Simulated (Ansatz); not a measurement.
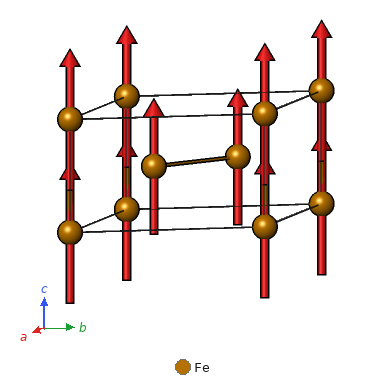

This ball-and-stick model is shown slightly off an axis. Atoms at the boundary of the simulation cell (the box) are drawn once for each face, edge or corner they touch. Arrows are the site magnetic moments above 0.25 μB; longer means larger, and red and blue are up and down (without spin-orbit coupling the axis itself is arbitrary).

This is the state reached for Fe. The numbers come from DFT PBEsol, scalar-relativistic, plane waves, PAW (Ansatz 0.2.0), using plane-wave cutoff 420 eV, a 15×15×20 sampling of the Brillouin zone, Gaussian smearing of 0.1 eV, collinear spins.

### What do the arrows say about the order?

Ferromagnetic (within this cell). Site moments: 3 Fe +2.3 to +2.5 μB. The net spin moment of the whole cell is 7.0 μB.

Origin of the cell: a textbook structure type filled with this element (whether it is the usual form wasn't checked). This is the structure after a relaxation with DFT PBEsol, scalar-relativistic, plane waves, PAW (Ansatz).
